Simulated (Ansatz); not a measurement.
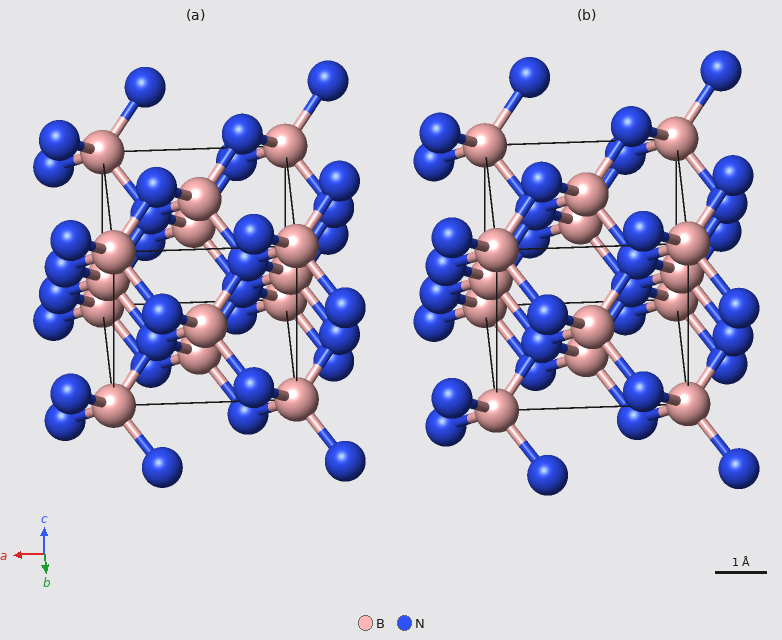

Left: a symmetric starting cell of BN. Right: the same structure after one change, at the same scale. Style: ball-and-stick. Shown: the conventional cell (4 times the calculation's cell), from a free direction. Lengths and directions refer to the drawn axes.

Level of theory: DFT PBEsol, scalar-relativistic, plane waves, PAW (Ansatz 0.2.0). Settings: plane-wave cutoff 420 eV; k-point mesh 12 × 12 × 12; occupations gaussian; smearing width 0.02 eV; no spin polarisation.

**What distinguishes the right structure from the left one?**

All lengths are scaled by +4.6 % (volume +14.5 %), the atoms keeping their fractional coordinates. No relaxation follows. The starting cell wasn't computed here and needn't be at equilibrium, so pressure and forces aren't due to the change alone.

**What does the change do?**

Among the bonded contacts that change: B–N 1.570 → 1.643 Å. The space group stays F-43m (No. 216). The pressure is −44.2 GPa (not all of it need come from the change, since the unchanged cell can be under pressure at this level too). All forces vanish by symmetry.
